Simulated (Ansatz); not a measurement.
**HgS3: density, localisation and related maps**

Input

```
crystal:
  lattice:
    - [0.0, 3.3256798493, 3.3256798493]
    - [3.3256798493, 0.0, 3.3256798493]
    - [3.3256798493, 3.3256798493, 0.0]
  atoms:
    - { symbol: Hg, position: [0.0, 0.0, 0.0] }
    - { symbol: S, position: [0.75, 0.75, 0.75] }
    - { symbol: S, position: [0.5, 0.5, 0.5] }
    - { symbol: S, position: [0.25, 0.25, 0.25] }
basis:
  ecutwfc: 420
kpoints:
  mp_grid: { grid: [12, 12, 12] }
  band_path:
    path:
      - [[0.0, 0.0, 0.0], [0.5, 0.0, 0.5], [0.625, 0.25, 0.625]]
      - [[0.375, 0.375, 0.75], [0.0, 0.0, 0.0], [0.5, 0.5, 0.5], [0.5, 0.25, 0.75], [0.5, 0.0, 0.5]]
    npoints: 14
hamiltonian:
  xc: pbe
scf:
  occupations: { method: gaussian, width: 0.1 }
  n_extra_bands: 10
output:
  forces: true
  stress: true
  eigenvalues: true
  populations: true
  dos: { projected: true, de: 0.02, nscf_kmesh: { grid: [15, 15, 15] } }
  bader: true
  write_density: true
  write_potential: true
  elf: true
  volumetric_format: npy
```

Launched as:

```sh
ansatz run input.yaml --threads 1 --pin off --max-ram 2048MiB --backend cpu --events-out ev --progress --plain --runs-dir out
```

Below, planes, directions and counts refer to the conventional cell (a = 6.65 Å, b = 6.65 Å, c = 6.65 Å, α = 90.00°, β = 90.00°, γ = 90.00°).

Space group Fm-3m; a structure generated by program, which may or may not match a known phase.

Theory: DFT PBE, scalar-relativistic, plane waves, PAW in Ansatz.

Core electrons are frozen (PAW), and the valence fields are smoothed inside the atomic spheres.

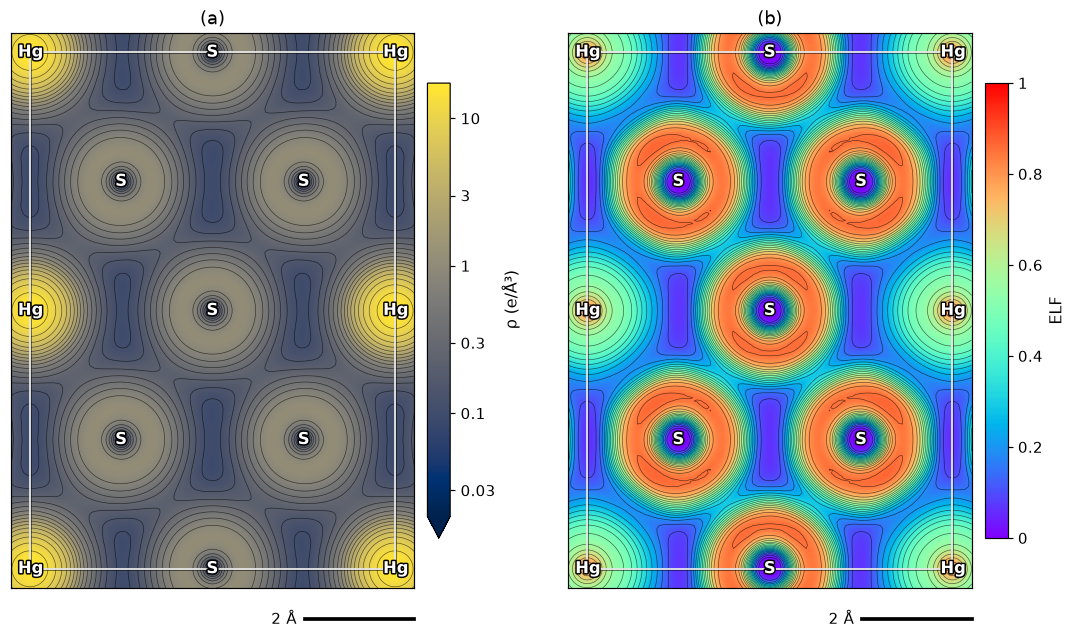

Figure 1. (a) valence electron density; (b) ELF on the (011) plane of the conventional cell.

Q: What do the fields say about this system?

A: The section cuts through Hg and S sites. Hg–S (2.88 Å): the density is about 0.24 e/Å³ at the midpoint; the ELF peaks at about 0.85 in the valence shell of S, 0.8 Å from its nucleus, and drops to about 0.20 between the two atoms. Between the atoms the lowest density in this plane is 0.09 e/Å³. The features right at Hg lie inside the PAW spheres, where the map follows smoothed inner orbitals and isn't to be read closely.

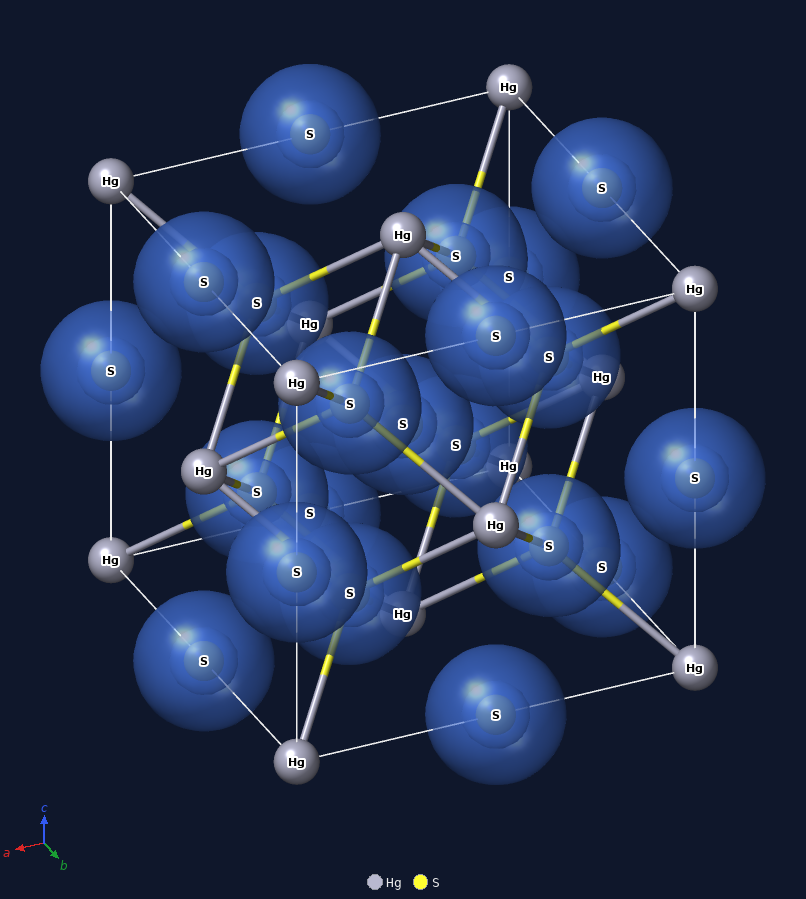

Figure 2. Isosurface of the ELF at 0.7 (blue), seen at an oblique angle. Only the valence region is drawn (cores and ρ < 0.01 e/Å³ removed). Sticks mark near contacts.

Q: Where are the electrons localised?

A: At this value the surface marks out twelve regions wrapped around S (the valence shell of each), counted in one cell of 16 atoms. Any copies at cell faces, edges or corners count once.

Q: How much charge does the calculation move between the atoms?

A: Electrons move from Hg towards S. Bader charges: Hg +0.51 and S −0.23 to −0.05 e.

Q: Metal or insulator at this level of theory?

A: It is gapless in this calculation (a metal or semimetal).
